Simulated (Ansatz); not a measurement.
# Calculations on Ti3O5

## 1. Relaxation

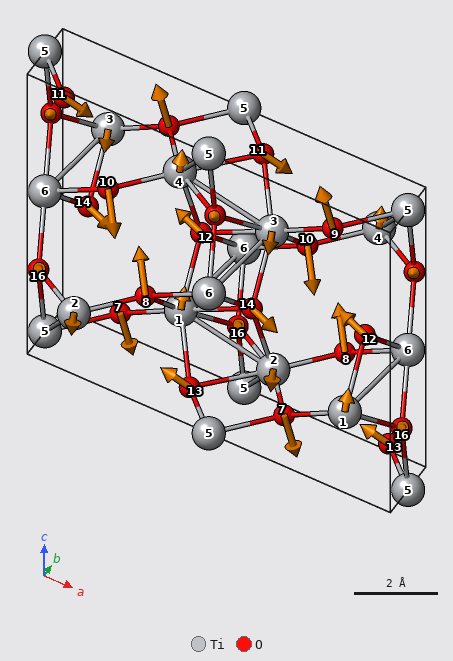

This is a relaxation of crystalline Ti3O5 (set up in C2/c). The starting structure is drawn; orange arrows show the displacements (the part carried along by the change of the cell is left out), 30 times their true length.

A ball-and-stick model of the conventional cell (2 times the calculation's cell), seen slightly off an axis. Lengths and directions refer to the drawn axes.

Case: volume × 0.91, shape and atoms relaxed.

These are results of DFT PBEsol, scalar-relativistic, plane waves, PAW in Ansatz 0.2.0, not measurements.

Input file:
```yaml
crystal:
  lattice:
    - [4.8238947109, -2.4297012186, -0.0081579906]
    - [4.8238947109, 2.4297012186, -0.0081579906]
    - [-2.5800013671, 0.0, 6.4859763021]
  atoms:
    - { symbol: Ti, position: [0.8574025333, 0.8885926551, 0.2850559193] }
    - { symbol: Ti, position: [0.1114073449, 0.1425974667, 0.2149440807] }
    - { symbol: Ti, position: [0.1425974667, 0.1114073449, 0.7149440807] }
    - { symbol: Ti, position: [0.8885926551, 0.8574025333, 0.7850559193] }
    - { symbol: Ti, position: [0.5, 0.5, 0.0] }
    - { symbol: Ti, position: [0.5, 0.5, 0.5] }
    - { symbol: O, position: [0.5208088655, 0.8608523198, 0.1446927229] }
    - { symbol: O, position: [0.1391476802, 0.4791911345, 0.3553072771] }
    - { symbol: O, position: [0.4791911345, 0.1391476802, 0.8553072771] }
    - { symbol: O, position: [0.8608523198, 0.5208088655, 0.6446927229] }
    - { symbol: O, position: [0.925823469, 0.2458334444, 0.9394086904] }
    - { symbol: O, position: [0.7541665556, 0.074176531, 0.5605913096] }
    - { symbol: O, position: [0.074176531, 0.7541665556, 0.0605913096] }
    - { symbol: O, position: [0.2458334444, 0.925823469, 0.4394086904] }
    - { symbol: O, position: [0.3191473362, 0.6808526638, 0.75] }
    - { symbol: O, position: [0.6808526638, 0.3191473362, 0.25] }
basis:
  ecutwfc: 420
kpoints:
  mp_grid: { grid: [8, 8, 6] }
hamiltonian:
  xc: pbesol
scf:
  occupations: { method: gaussian, width: 0.1 }
output:
  forces: true
  stress: true
  eigenvalues: true
relax:
  adjacent_minimum: "off"
  f_tol: 0.01
  max_steps: 30
  cell: { stress_tol: 0.1, fix: [volume] }
```

Run as
```bash
ansatz run input.yaml --threads 4 --pin off --max-ram 10240MiB --backend cpu --events-out ev --progress --plain --runs-dir out
```

> What did the optimiser do to the structure, and how much energy did it gain?

After 5 accepted moves (7 points after the start) the energy has fallen by 1.9 meV per atom. Largest force component: 0.21 eV/Å at the start, 0.0041 eV/Å at the end. The pressure goes from 24.12 to 22.14 GPa. The SCF was repeated twice at an unchanged geometry on a basis and grid sized afresh for the cell, which shifted the energy by 0.1 meV per atom at most. The largest moves relative to the cell, 0.042 Å, are those of O7, O8, O9 and O10. O10 goes roughly along [1 −2 −3]. Largest moves by element: O 0.042 Å, Ti 0.020 Å. The drawn cell changes at constant volume: a 9.648 → 9.551 Å (−1.0 %), b 4.859 → 4.874 Å (+0.3 %), c 6.980 → 7.010 Å (+0.4 %), β 111.8° → 111.4°. Among the contacts that change: Ti1–Ti3 3.094 → 3.078 Å, Ti1–O14 2.113 → 2.123 Å, Ti1–Ti2 2.671 → 2.661 Å, Ti5–O11 1.963 → 1.971 Å. The space group stays C2/c (No. 15).

## 2. Relaxation

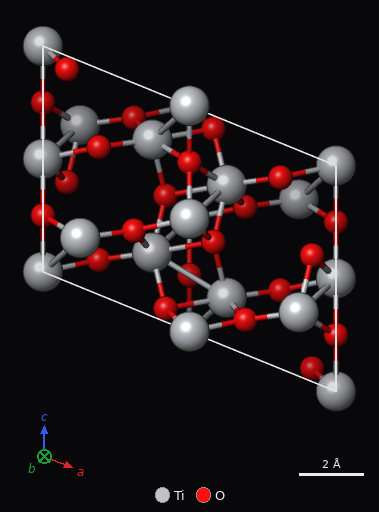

Starting structure of a crystal of Ti₃O₅ (set up in C2/c). The picture is a ball-and-stick view of the conventional cell (2 times the calculation's cell), seen along the b axis. Lengths and directions refer to the drawn axes.

Case: volume × 0.97, shape and atoms relaxed.

These are results of DFT PBEsol, scalar-relativistic, plane waves, PAW (Ansatz 0.2.0), not measurements.

The input:
```yaml
crystal:
  lattice:
    - [4.9770134662, -2.4743532202, -0.0119332031]
    - [4.9770134662, 2.4743532202, -0.0119332031]
    - [-2.6668057401, 0.0, 6.5819674269]
  atoms:
    - { symbol: Ti, position: [0.8599640246, 0.8859636209, 0.2829689853] }
    - { symbol: Ti, position: [0.1140363791, 0.1400359754, 0.2170310147] }
    - { symbol: Ti, position: [0.1400359754, 0.1140363791, 0.7170310147] }
    - { symbol: Ti, position: [0.8859636209, 0.8599640246, 0.7829689853] }
    - { symbol: Ti, position: [0.5, 0.5, 0.0] }
    - { symbol: Ti, position: [0.5, 0.5, 0.5] }
    - { symbol: O, position: [0.5264372615, 0.8534649692, 0.1530900631] }
    - { symbol: O, position: [0.1465350308, 0.4735627385, 0.3469099369] }
    - { symbol: O, position: [0.4735627385, 0.1465350308, 0.8469099369] }
    - { symbol: O, position: [0.8534649692, 0.5264372615, 0.6530900631] }
    - { symbol: O, position: [0.9243122404, 0.2392150472, 0.9407540777] }
    - { symbol: O, position: [0.7607849528, 0.0756877596, 0.5592459223] }
    - { symbol: O, position: [0.0756877596, 0.7607849528, 0.0592459223] }
    - { symbol: O, position: [0.2392150472, 0.9243122404, 0.4407540777] }
    - { symbol: O, position: [0.314324943, 0.685675057, 0.75] }
    - { symbol: O, position: [0.685675057, 0.314324943, 0.25] }
basis:
  ecutwfc: 420
kpoints:
  mp_grid: { grid: [8, 8, 6] }
hamiltonian:
  xc: pbesol
scf:
  occupations: { method: gaussian, width: 0.1 }
output:
  forces: true
  stress: true
  eigenvalues: true
relax:
  adjacent_minimum: "off"
  f_tol: 0.01
  max_steps: 30
  cell: { stress_tol: 0.1, fix: [volume] }
```

Run as
```bash
ansatz run input.yaml --threads 4 --pin off --max-ram 10240MiB --backend cpu --events-out ev --progress --plain --runs-dir out
```

What does the optimiser find from here?

The largest moves relative to the cell, 0.033 Å, are those of O7, O8, O9 and O10. O8 goes roughly along [0 1 1]. By element the largest moves are O 0.033 Å, Ti 0.009 Å. The drawn cell changes at constant volume: a 9.954 → 9.915 Å (−0.4 %), b 4.949 → 4.955 Å (+0.1 %), c 7.102 → 7.113 Å (+0.2 %), β 112.2° → 112.0°. Some distances before and after: Ti1–O14 2.128 → 2.144 Å, Ti1–Ti6 2.991 → 3.000 Å, Ti5–O11 1.993 → 1.999 Å, Ti1–O12 1.974 → 1.980 Å. The space group stays C2/c (No. 15). After 3 accepted moves (4 points after the start) the energy has fallen by 1.0 meV per atom. The largest force component goes from 0.18 to 0.0065 eV/Å. Pressure: 7.61 GPa at the start and 6.53 GPa at the end. At 1 point the geometry stayed and the basis and grid were re-selected for the new cell (energy shift of less than 0.05 meV per atom at most each time). The run took 90 s on 4 threads of Oxide Virtual Turin-like Processor (Zen 5), with other jobs on the host, peak memory 1.5 GiB.

Step by step:

| step | E − E(0), meV/atom | largest force component, eV/Å | pressure, GPa | note |
| --- | --- | --- | --- | --- |
| 0 | 0.00 | 0.1848 | 7.61 |  |
| 1 | -0.70 | 0.0875 | 7.09 |  |
| 2 | -0.98 | 0.0209 | 6.51 |  |
| 3 | -0.99 | 0.0065 | 6.53 |  |
| 4 | -1.01 | 0.0065 | 6.53 | same geometry, new basis |

## 3. A change

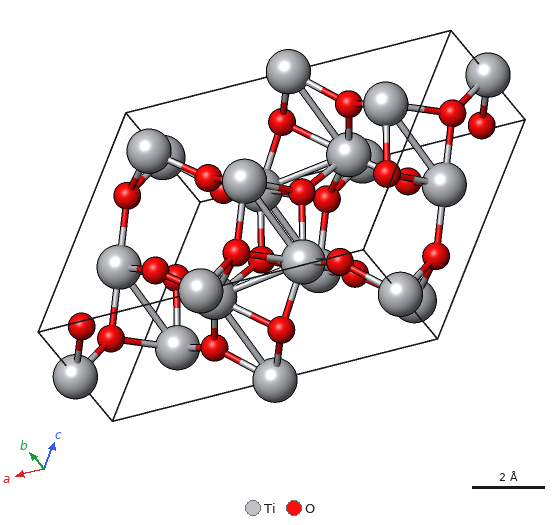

This is crystalline Ti₃O₅ (set up in C2/c). Style: ball-and-stick. Shown: the conventional cell (2 times the calculation's cell), from a free direction. Lengths and directions refer to the drawn axes.

The calculation used DFT PBEsol, scalar-relativistic, plane waves, PAW (Ansatz). (plane-wave cutoff 420 eV; k-point mesh 8 × 8 × 6; occupations gaussian; smearing width 0.1 eV; no spin polarisation)

The variant: The volume is changed by +3.0 %. The cell's shape and the atoms are relaxed at that volume.

**What is the effect?**

Cell: a 10.056 → 10.178 Å (+1.2 %), b 4.999 → 5.045 Å (+0.9 %), c 7.174 → 7.243 Å (+1.0 %), β 112.2° → 112.3°. Volume +3.0 %. The largest moves relative to the cell, 0.028 Å, are those of O atoms. Largest moves by element: O 0.028 Å, Ti 0.008 Å. Among the bonded contacts that change: Ti–Ti 2.912 → 2.944 Å, Ti–Ti 2.768 → 2.800 Å, O–Ti 2.016 → 2.028 to 2.045 Å, Ti–Ti 3.022 → 3.041 Å. The space group stays C2/c (No. 15). Energy change: +5.9 meV per atom. Pressure: 0.0 GPa before, −5.7 GPa after.
